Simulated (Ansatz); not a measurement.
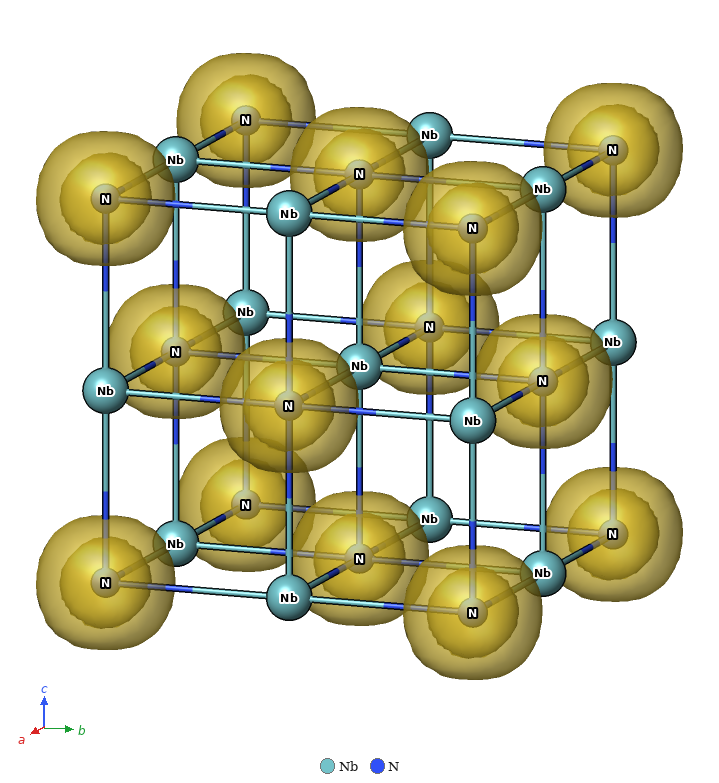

*NbN. Isosurface of the ELF at 0.75 (yellow), seen slightly off an axis. Core shells and regions of very low density are left out. Sticks mark near contacts.*

Space group Fm-3m.

Theory: DFT PBEsol, scalar-relativistic, plane waves, PAW in Ansatz.

In a PAW calculation such maps are meaningful between the atoms, not at the nuclei.

**Where are the electrons localised?**

At this value the surface marks out four regions wrapped around N (the valence shell of each), counted in one cell of 8 atoms. Regions shared between cells count once. Profiles from the grid: Nb–N (2.19 Å): the ELF peaks at about 0.80 in the valence shell of N, 0.6 Å from its nucleus, and drops to about 0.15 between the two atoms (no localised pair shows between them).

**Does the calculation make it a metal, or give it a gap?**

It is gapless in this calculation (a metal or semimetal); semilocal functionals without U, or without the true magnetic order, often close the gap of such compounds.
